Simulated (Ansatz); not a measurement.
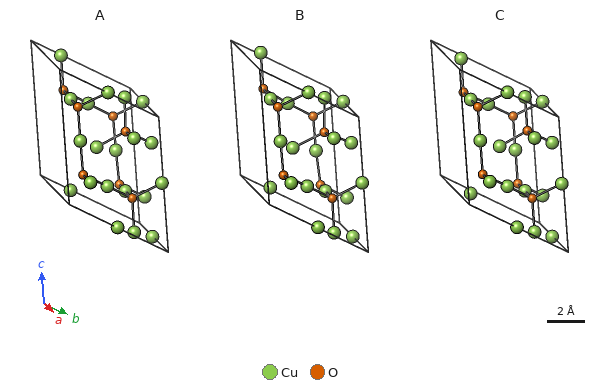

3 geometries from one relaxation of a defect cell of composition Cu16O7, in shuffled order. Style: ball-and-stick. Shown: the cell of the calculation (origin shifted), slightly off an axis.

These are results of DFT, PBE, plane-wave PAW, default files, scalar-relativistic in Ansatz, not measurements. Set-up: plane-wave cutoff 420 eV; k-point mesh 3 × 3 × 3; occupations fermi dirac; smearing width 0.01 eV; collinear spin; atoms relaxed in a fixed cell; force threshold 0.03 eV/Å; at most 40 steps.

> Order the frames from highest to lowest energy.

C, A, B. They are steps 0, 1, 4, at +1.763 eV per cell of the calculation, +0.619 eV per cell of the calculation relative to the last. The atom that moves furthest is a Cu atom (0.40 Å roughly along [−3 −3 −2]). By element the largest moves are Cu 0.40 Å, O 0.20 Å. The cell stays as it was. Near-neighbour distances that change, for instance: Cu–Cu 3.098 → 2.481 Å, Cu–Cu 3.012 → 2.479 Å, Cu–O 1.778 → 1.973 Å, Cu–O 1.845 → 1.972 Å. Bond angles that change, for instance: Cu–O–Cu 107.9° → 114.0°, Cu–O–Cu 109.5° → 104.5°, Cu–O–Cu 109.5° → 104.5°. Over 3 accepted moves (4 points after the start) the energy falls by 1.763 eV per cell of the calculation. The largest force component goes from 1.8 to 0.0073 eV/Å. 1 step only repeated the SCF at the same geometry. The program noted that the starting moments weren't kept. Cost: 4 min on 4 threads of Arm Neoverse V2 (shared host), peak memory 2.4 GiB.

Limits of the set-up: the periodic images lie only 7.4 Å apart, so the values are limited by the cell's size.
